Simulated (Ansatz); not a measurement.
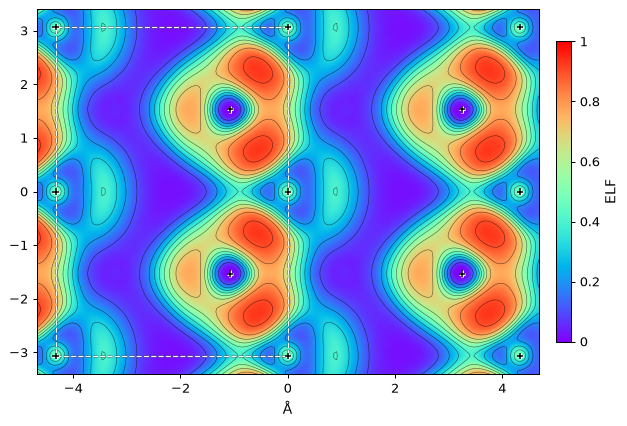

The ELF on a plane through atoms (crosses mark nuclei in the plane).

The calculation used DFT LDA, scalar-relativistic, plane waves, PAW (Ansatz 0.2.0).

Candidates:
A. SiNi, a = 5.05 Å, b = 3.33 Å, c = 5.48 Å, α = 90.00°, β = 90.00°, γ = 90.00°. Space group Pnma; computed without spin polarisation.
B. SiC, a = 4.33 Å, b = 4.33 Å, c = 4.33 Å, α = 90.00°, β = 90.00°, γ = 90.00°. Space group F-43m; a generated structure, not necessarily the stable one.

Which system is this?

Candidate B: SiC on the (011) plane of the conventional cell, which holds Si and C. Si–C (1.87 Å): the ELF peaks at about 0.95 between the atoms, as expected for localised, covalent bonding.
